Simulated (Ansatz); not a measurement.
# Energy of ZnO along an even scaling of the cell

System: ZnO (Fm-3m, 2 atoms in the cell).
Method: Kohn-Sham DFT of a periodic cell, PBE, Ansatz PAW, no spin polarisation (Ansatz 0.2.0).

The 7 runs differ only in the geometry, by an even scaling of the cell at fixed fractional positions. The structure derives from a Materials Project entry.

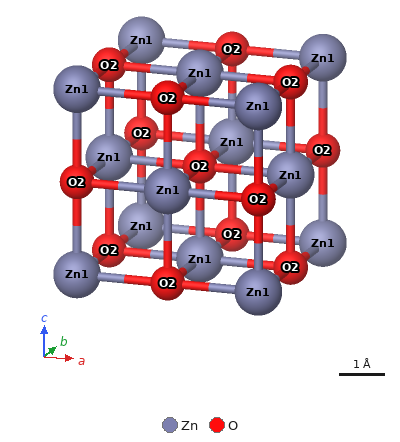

Figure 1. The structure of run 4 (ball-and-stick view of the cell 4 times as large as that of the calculation, set on its symmetry axes, seen slightly off an axis; atoms are numbered from 1 in the order of the input).

## Input of run 4
```yaml
crystal:
  lattice:
    - [0.0, 2.169442, 2.169442]
    - [2.169442, 0.0, 2.169442]
    - [2.169442, 2.169442, 0.0]
  atoms:
    - { symbol: Zn, position: [0.0, 0.0, 0.0] }
    - { symbol: O, position: [0.5, 0.5, 0.5] }
hamiltonian:
  xc: pbe
  pseudopotentials: { kind: paw }
kpoints:
  mp_grid: { grid: [11, 11, 11] }
scf:
  occupations: { method: fermi_dirac, width: 0.05 }
output:
  forces: true
  stress: true
  eigenvalues: true
```

Command:
```bash
ansatz run input.yaml --threads 1 --pin off --max-ram 2560MiB --backend cpu --events-out ev --progress --plain --runs-dir out
```

Run 5 differs from it as follows:
```diff
-    - [0.0, 2.169442, 2.169442]
-    - [2.169442, 0.0, 2.169442]
-    - [2.169442, 2.169442, 0.0]
+    - [0.0, 2.1838095843, 2.1838095843]
+    - [2.1838095843, 0.0, 2.1838095843]
+    - [2.1838095843, 2.1838095843, 0.0]
```

## Results, with one run withheld

```csv
run,volume per atom (Å³),"free energy per atom, from the lowest run given (meV)",pressure (GPa),gap on the mesh (eV)
1,9.598,16.92,10.46,1.03
2,9.802,6.28,6.20,0.93
3,10.006,0.91,2.40,0.84
4,10.210,0.00,−1.00,0.75
5,10.415,?,?,?
6,10.619,10.26,−6.77,0.58
7,10.823,20.35,−9.20,0.50
```

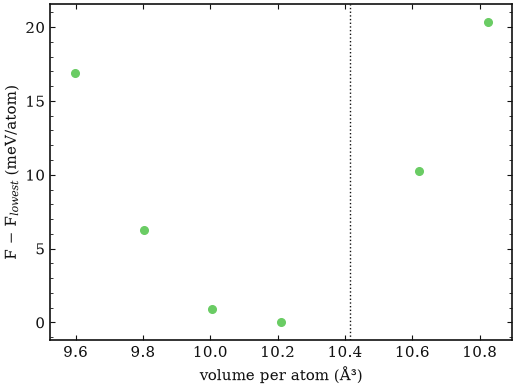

Figure 2. Free energy per atom of the runs given; the dotted line marks run 5.

Fit the runs given and predict run 5.

A cubic polynomial in V^(−2/3) (the Birch–Murnaghan form), fitted to the 6 runs given, misses them by at most 0.04 meV per atom. With x = V^(−2/3) − 0.21316 Å⁻², it reads F = −0.15091 − 108.46 x + 2.5868e+05 x² + 5.7734e+05 x³ (meV per atom). At run 5 it gives 3.33 meV per atom, and the run itself gives 3.25. The slope of the fit gives a pressure −dF/dV of −4.06 GPa there, and the run prints −4.05 GPa. The fit has its minimum at 10.146 Å³ per atom, where V d²F/dV² gives 166 GPa: the bulk modulus at this level, since symmetry fixes the shape and the positions. The gap on the mesh goes, without turning, from 1.03 eV in run 1 to 0.50 eV in run 7; run 5 has 0.66 eV. These are gaps of this functional on this mesh, which can miss the band edges; they aren't the measured gap.

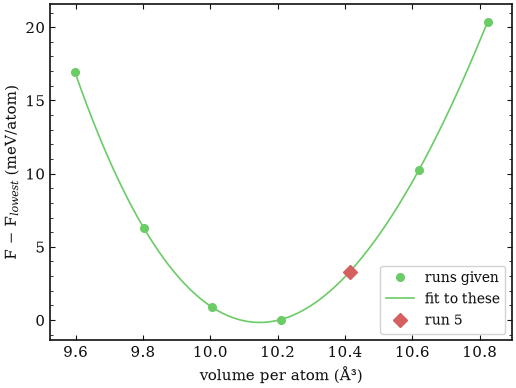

Figure 3. The fit and the withheld run.

## Output, shortened to warnings, some set-up lines, iterations and results (run 5)
```
Basis set: ecut = 420 eV, 411 PW (Γ), exchange–correlation on 48×48×48 points (8 copies of the dense FFT grid, shifted against one another)
Symmetry: 48 space group operations
k-points: 56 of 1331
Initial density: superposition of atomic densities (neutral atoms: chi_scale 0, normalization atom), corrected by the library's trained network
[...]
SCF iter   1: F=—  HF=-3886.533861 eV  |F-HF|=—  |Δ(HF+E_count)|=         —  Δρ=1.72e-3  dr2=2.78e-4  ethr=1.77e-3  ⟨swp⟩=5.3  Hψ=3769  notcnv=0
SCF iter   2: F=—  HF=-3886.534389 eV  |F-HF|=—  |Δ(HF+E_count)|=   5.29e-4  Δρ=4.34e-4  dr2=1.14e-5  ethr=1.55e-6  ⟨swp⟩=2.0  Hψ=1673  notcnv=0
SCF iter   3: F=—  HF=-3886.534392 eV  |F-HF|=—  |Δ(HF+E_count)|=   2.49e-6  Δρ=3.07e-4  dr2=6.69e-6  ethr=6.31e-8  ⟨swp⟩=2.0  Hψ=1172  notcnv=0
SCF iter   4: F=—  HF=-3886.534410 eV  |F-HF|=—  |Δ(HF+E_count)|=   1.83e-5  Δρ=7.21e-5  dr2=5.38e-7  ethr=3.72e-8  ⟨swp⟩=2.2  Hψ=1240  notcnv=0
SCF iter   5: F=-3886.534411 eV  HF=-3886.534411 eV  |F-HF|=3.74e-8  |Δ(HF+E_count)|=   6.31e-7  Δρ=2.23e-5  dr2=8.65e-8  ethr=2.99e-9  ⟨swp⟩=2.0  Hψ=1201  notcnv=0
SCF iter   6: F=-3886.534411 eV  HF=-3886.534411 eV  |F-HF|=5.69e-9  |Δ(HF+E_count)|=   7.90e-9  Δρ=5.71e-6  dr2=7.09e-9  ethr=4.81e-10  ⟨swp⟩=2.1  Hψ=2526  notcnv=0
SCF 1 converged in 6 iterations: F = -3886.534411 eV  dr2 = 7.09e-9
SCF converged after 6 iterations
Free energy (F): -3886.534411 eV
Harris-Foulkes:  -3886.534411 eV  (|F-HF|=5.69e-9)
Internal energy: -3886.534398 eV  (E = F + TS)
E sigma→0 (E₀):  -3886.534404 eV
Entropy (-TS):   -0.000013 eV (-0.006 meV/atom)
Fermi energy:    9.417687 eV
--- Per-component energies (eV) ---
  E_band       = 65.405705
  E_kinetic    = 304.823298
  E_local      = -1758.884969  (includes V_loc(G=0)·N_el)
  E_nonlocal   = 669.395389
  E_hartree    = 719.031497
  E_xc         = -209.409043
  E_vxc        = -144.261564  (∫ρ·V_xc dr)
  E_paw        = -1992.385721  (= ΣΔE_a)
  E_vpaw       = -443.730513  (= ΣTr[D̂ρ^β])
  E_aug_tail   = 0.002019  (compensation charges beyond the density's cutoff)
  E_ewald      = -1619.106869
  E_smearing   = -0.000013  (= −TS)
  E_closure    = 0.000000  (closes the sum)
  Σ components = -3886.534411   (vs F -3886.534411, Δ=0.00e0)
--- Forces (eV/Å), atoms counted from 1 ---
  atom   1  Zn    -0.00000000    -0.00000000     0.00000000
  atom   2  O      0.00000000     0.00000000     0.00000000
  max |Σ_I F_I| component: 1.58e-29 eV/Å
--- Stress (GPa, compression-positive) ---
       -4.045598       0.000000       0.000000
        0.000000      -4.045598       0.000000
        0.000000       0.000000      -4.045598
  P = ⅓ Tr σ = -4.0456 GPa (-40.456 kbar)
```
